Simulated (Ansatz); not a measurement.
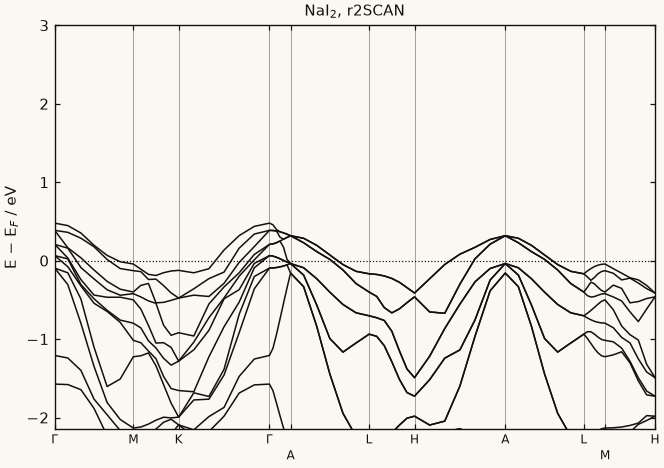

Band structure. Energies are counted from the Fermi level. The path runs straight from each named point to the next. The path has few k points, so lines between them are rough.

What lattice type does the k path imply?

A hexagonal (primitive) lattice: the path Γ–M–K–Γ–A–L–H–A–L–M–H runs through the special points of its Brillouin zone.

Structure: NaI2, space group P6_3mc, 6 atoms in the cell, a structure borrowed from another compound; a = 4.17 Å, b = 4.17 Å, c = 13.46 Å, α = 90.00°, β = 90.00°, γ = 120.00°.

Computed with Ansatz 0.2.0: DFT with r2SCAN, PAW plane waves, no spin polarisation, 9×9×3 k mesh, 500 eV cutoff, Gaussian smearing of 0.022 eV.

Is there a gap at the Fermi level?

A metal: bands cross the Fermi level along this path.

The structure was built from a prototype or by substitution, so it need not be a known phase. The atoms aren't at rest in this cell (largest force 0.7 eV/Å), so the relaxed material can differ.
